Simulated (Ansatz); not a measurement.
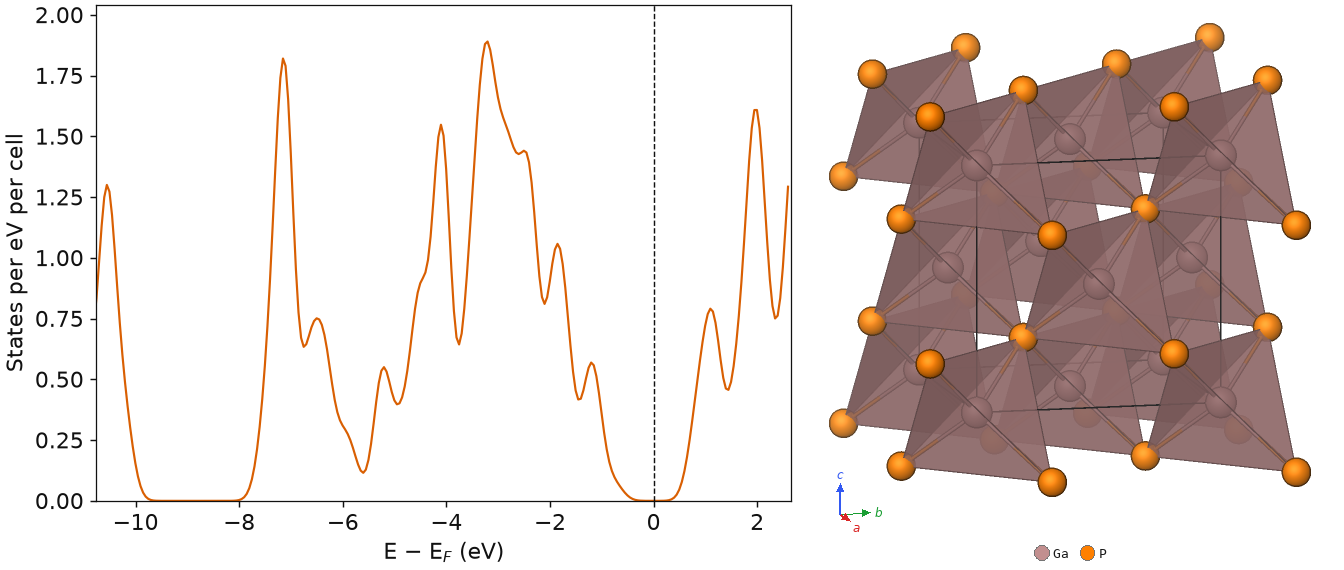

Describe the figure.

Density of states of GaP, space group F-43m, 2 atoms in the cell, zincblende type, beside the structure. Ansatz 0.2.0; DFT, PBEsol, plane waves, PAW, no spin polarisation, 6×6×6 k mesh, 420 eV cutoff. Energies are counted from the Fermi level, put mid-gap where there is a gap. The curve is built from the levels of the k mesh with Gaussians 0.4 eV wide, which also blur the band edges.

There is a gap; over the k points computed it is 1.51 eV (indirect; the smallest direct gap is 1.74 eV). The upper group of valence states starts about 6.8 eV under the valence-band top (which lies at −0.8 eV on this axis), with a gap beneath it; it holds about 6 electrons a cell.
